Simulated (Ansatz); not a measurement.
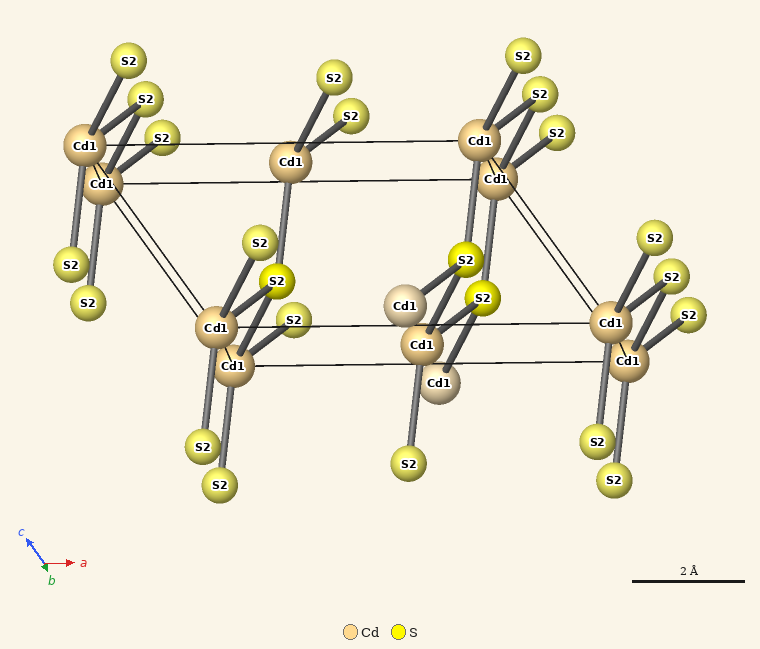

The structure as given in the input (ball-and-stick view of the cell 2 times as large as that of the calculation, set on its symmetry axes, seen at an oblique angle; neighbours outside the cell are drawn fainter; atoms are numbered from 1 in the order of the input). An atom can appear more than once, as a periodic image. Near neighbours in the periodic cell (some may lie outside the picture): Cd has 3 S at 2.19 to 2.56 Å; S has 3 Cd at 2.19 to 2.56 Å.

## What a change does: single-point calculation on CdS

System: CdS (2 atoms in the cell).
Method of run 1: DFT r2SCAN, scalar-relativistic, plane waves, PAW, no spin polarisation (Ansatz 0.2.0).

The structure derives from an entry of the Crystallography Open Database. Text and figures count atoms from 1; the logs count them from 0 in places.

**Input file, run 1**
```yaml
crystal:
  lattice:
    - [0.0, 2.91, 2.91]
    - [2.91, 0.0, 2.91]
    - [2.91, 2.91, 0.0]
  atoms:
    - { symbol: Cd, position: [0.0, 0.0, 0.0] }
    - { symbol: S, position: [0.75, 0.75, 0.6469072165] }
basis:
  ecutwfc: 500
kpoints:
  mp_grid: { grid: [8, 8, 8] }
hamiltonian:
  xc: r2scan
scf:
  occupations: { method: gaussian, width: 0.05 }
output:
  forces: true
  stress: true
  eigenvalues: true
```

Launched with:
```bash
ansatz run input.yaml --threads 1 --pin off --max-ram 2560MiB --backend cpu --events-out ev --progress --plain --runs-dir out
```

Hardware: 1 thread of Oxide Virtual Turin-like (Zen 5), 32 GiB of memory available, shared host.

**Output, shortened to warnings, some set-up lines, iterations and results (run 1)**
```
Basis set: ecut = 500 eV, 1243 PW (Γ), exchange–correlation on 128×128×128 points (64 copies of the dense FFT grid, shifted against one another)
Symmetry: 2 space group operations
k-points: 150 of 512 (time reversal used)
Initial density: superposition of atomic densities (neutral atoms: chi_scale 0, normalization atom), corrected by the library's trained network
[...]
SCF iter   1: F=—  HF=-9175.040600 eV  |F-HF|=—  |Δ(HF+E_count)|=         —  Δρ=5.91e-3  dr2=9.33e-3  dr2_τ=1.95e-2  ethr=1.77e-3  ⟨swp⟩=5.9  Hψ=13253  notcnv=0
SCF iter   2: F=—  HF=-9175.053785 eV  |F-HF|=—  |Δ(HF+E_count)|=   1.32e-2  Δρ=3.03e-3  dr2=1.88e-3  dr2_τ=4.20e-4  ethr=3.59e-5  ⟨swp⟩=2.1  Hψ=5759  notcnv=0
SCF iter   3: F=—  HF=-9175.054247 eV  |F-HF|=—  |Δ(HF+E_count)|=   4.62e-4  Δρ=1.37e-3  dr2=4.18e-4  dr2_τ=5.25e-5  ethr=7.25e-6  ⟨swp⟩=2.1  Hψ=3625  notcnv=0
SCF iter   4: F=—  HF=-9175.054405 eV  |F-HF|=—  |Δ(HF+E_count)|=   1.58e-4  Δρ=5.82e-5  dr2=1.32e-6  dr2_τ=4.45e-7  ethr=1.61e-6  ⟨swp⟩=3.0  Hψ=4688  notcnv=0
SCF iter   5: F=—  HF=-9175.054399 eV  |F-HF|=—  |Δ(HF+E_count)|=   6.33e-6  Δρ=2.40e-5  dr2=1.59e-7  dr2_τ=1.68e-8  ethr=5.09e-9  ⟨swp⟩=2.0  Hψ=3900  notcnv=0
SCF iter   6: F=-9175.054399 eV  HF=-9175.054399 eV  |F-HF|=1.85e-9  |Δ(HF+E_count)|=   1.14e-7  Δρ=5.32e-6  dr2=1.21e-8  dr2_τ=2.65e-9  ethr=3.85e-10  ⟨swp⟩=5.2  Hψ=11087  …
SCF 1 converged in 6 iterations: F = -9175.054399 eV  dr2 = 1.21e-8
SCF converged after 6 iterations
Free energy (F): -9175.054399 eV
Harris-Foulkes:  -9175.054399 eV  (|F-HF|=1.85e-9)
Internal energy: -9175.054399 eV  (E = F + TS)
E sigma→0 (E₀):  -9175.054399 eV
Fermi energy:    7.698262 eV
--- Per-component energies (eV) ---
  E_band       = -536.450274
  E_kinetic    = 613.914737
  E_local      = -4026.835417  (includes V_loc(G=0)·N_el)
  E_nonlocal   = 62.870370
  E_hartree    = 1849.587773
  E_xc         = -260.830448
  E_vxc        = -341.581773  (∫ρ·V_xc dr)
  E_paw        = -4715.467199  (= ΣΔE_a)
  E_vpaw       = -565.866680  (= ΣTr[D̂ρ^β])
  E_aug_tail   = 0.000007  (compensation charges beyond the density's cutoff)
  E_vtau       = 21.868453  (kinetic-family band-sum trace: ∫τ·v_τ [+ j·A + Jᵃ·Aᵃ] dr)
  E_ewald      = -2697.619684
  E_core_change = -0.674537  (= ΣΔE_core)
  E_smearing   = -0.000000  (= −TS)
  E_closure    = 0.000000  (closes the sum)
  Σ components = -9175.054399   (vs F -9175.054399, Δ=0.00e0)
--- Forces (eV/Å), atoms counted from 1 ---
  atom   1  Cd    -2.05047629    -2.05047629     2.07297396
  atom   2  S      2.05046980     2.05046980    -2.07297947
  max |Σ_I F_I| component: 6.49e-6 eV/Å
--- Stress (GPa, compression-positive) ---
        5.308406       5.681143      -9.042763
        5.681143       5.308406      -9.042763
       -9.042762      -9.042762       9.706918
  P = ⅓ Tr σ = 6.7746 GPa (67.746 kbar)
```

For run 2 the input was changed thus:
```diff
-    - { symbol: S, position: [0.75, 0.75, 0.6469072165] }
+    - { symbol: S, position: [0.8015463918, 0.6984536082, 0.6984536082] }
+  write_density: true
+  write_potential: true
+  elf: true
+  volumetric_format: npy
```

Predict how the results change.

With the same functional and potentials, run 2 lies 157.9 meV per atom lower. The gap on the mesh goes from 1.59 to 1.63 eV. The pressure goes from 6.77 to 4.09 GPa. The largest force goes from 3.565 to 1.492 eV/Å. The number of SCF iterations is the same. The irreducible k-points go from 150 to 95.

**Output, shortened to warnings, some set-up lines, iterations and results (run 2)**
```
Basis set: ecut = 500 eV, 1243 PW (Γ), exchange–correlation on 128×128×128 points (64 copies of the dense FFT grid, shifted against one another)
Symmetry: 4 space group operations
k-points: 95 of 512 (time reversal used)
Initial density: superposition of atomic densities (neutral atoms: chi_scale 0, normalization atom), corrected by the library's trained network
[...]
SCF iter   1: F=—  HF=-9175.357210 eV  |F-HF|=—  |Δ(HF+E_count)|=         —  Δρ=5.92e-3  dr2=9.21e-3  dr2_τ=1.75e-2  ethr=1.77e-3  ⟨swp⟩=5.7  Hψ=8163  notcnv=0
SCF iter   2: F=—  HF=-9175.369537 eV  |F-HF|=—  |Δ(HF+E_count)|=   1.23e-2  Δρ=3.05e-3  dr2=1.92e-3  dr2_τ=4.18e-4  ethr=3.54e-5  ⟨swp⟩=2.1  Hψ=3556  notcnv=0
SCF iter   3: F=—  HF=-9175.370115 eV  |F-HF|=—  |Δ(HF+E_count)|=   5.78e-4  Δρ=1.35e-3  dr2=4.25e-4  dr2_τ=5.09e-5  ethr=7.38e-6  ⟨swp⟩=2.1  Hψ=2336  notcnv=0
SCF iter   4: F=—  HF=-9175.370262 eV  |F-HF|=—  |Δ(HF+E_count)|=   1.48e-4  Δρ=5.83e-5  dr2=1.11e-6  dr2_τ=2.62e-7  ethr=1.64e-6  ⟨swp⟩=3.0  Hψ=2962  notcnv=0
SCF iter   5: F=—  HF=-9175.370270 eV  |F-HF|=—  |Δ(HF+E_count)|=   8.00e-6  Δρ=2.06e-5  dr2=1.17e-7  dr2_τ=1.20e-8  ethr=4.27e-9  ⟨swp⟩=2.0  Hψ=2470  notcnv=0
SCF iter   6: F=-9175.370270 eV  HF=-9175.370270 eV  |F-HF|=4.69e-9  |Δ(HF+E_count)|=   8.38e-8  Δρ=5.01e-6  dr2=1.17e-8  dr2_τ=2.18e-9  ethr=3.85e-10  ⟨swp⟩=9.1  Hψ=10951  …
SCF 1 converged in 6 iterations: F = -9175.370270 eV  dr2 = 1.17e-8
SCF converged after 6 iterations
Free energy (F): -9175.370270 eV
Harris-Foulkes:  -9175.370270 eV  (|F-HF|=4.69e-9)
Internal energy: -9175.370270 eV  (E = F + TS)
E sigma→0 (E₀):  -9175.370270 eV
Fermi energy:    7.634547 eV
--- Per-component energies (eV) ---
  E_band       = -534.158239
  E_kinetic    = 613.156959
  E_local      = -4015.236743  (includes V_loc(G=0)·N_el)
  E_nonlocal   = 62.968653
  E_hartree    = 1845.210866
  E_xc         = -260.550893
  E_vxc        = -341.118961  (∫ρ·V_xc dr)
  E_paw        = -4715.623397  (= ΣΔE_a)
  E_vpaw       = -566.158292  (= ΣTr[D̂ρ^β])
  E_aug_tail   = 0.000006  (compensation charges beyond the density's cutoff)
  E_vtau       = 21.803566  (kinetic-family band-sum trace: ∫τ·v_τ [+ j·A + Jᵃ·Aᵃ] dr)
  E_ewald      = -2704.621182
  E_core_change = -0.674537  (= ΣΔE_core)
  E_smearing   = -0.000000  (= −TS)
  E_closure    = -0.000000  (closes the sum)
  Σ components = -9175.370270   (vs F -9175.370270, Δ=0.00e0)
--- Forces (eV/Å), atoms counted from 1 ---
  atom   1  Cd    -1.49237853     0.00000000     0.00000000
  atom   2  S      1.49238374    -0.00000000     0.00000000
  max |Σ_I F_I| component: 5.21e-6 eV/Å
--- Stress (GPa, compression-positive) ---
        2.035659       0.000000      -0.000000
        0.000000       5.124414      -7.431279
       -0.000000      -7.431279       5.124414
  P = ⅓ Tr σ = 4.0948 GPa (40.948 kbar)
```

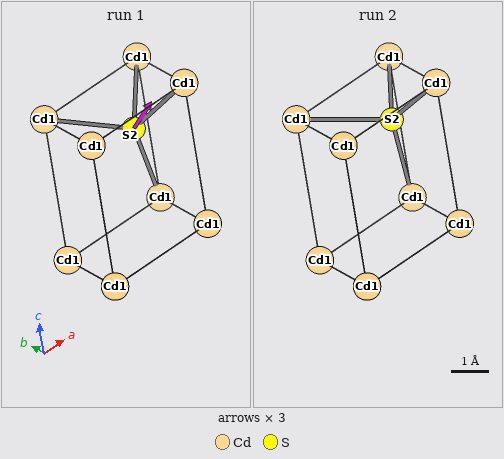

The two input geometries at one scale (ball-and-stick view of the cell of the calculation, seen slightly off an axis). The pink arrows on the first give the shifts of the atoms relative to the cell, magnified 3 times. S2 moves most: 0.30 Å. Cd stays in place. The cell stays as it was. Among the contacts that change: Cd1–S2 2.556 → 2.360 Å.

**The two runs side by side**

| quantity | run 1 | run 2 |
| --- | --- | --- |
| outcome | converged | converged |
| free energy per atom (eV) | −4587.5272 | −4587.6851 |
| gap on the mesh (eV) | 1.59 | 1.63 |
| pressure (GPa) | 6.77 | 4.09 |
| largest force (eV/Å) | 3.565 | 1.492 |
| SCF iterations | 6 | 6 |
| irreducible k-points | 150 | 95 |
| plane waves at Γ | 1243 | 1243 |
| wall time (shared host) | 13 s | 11 s |
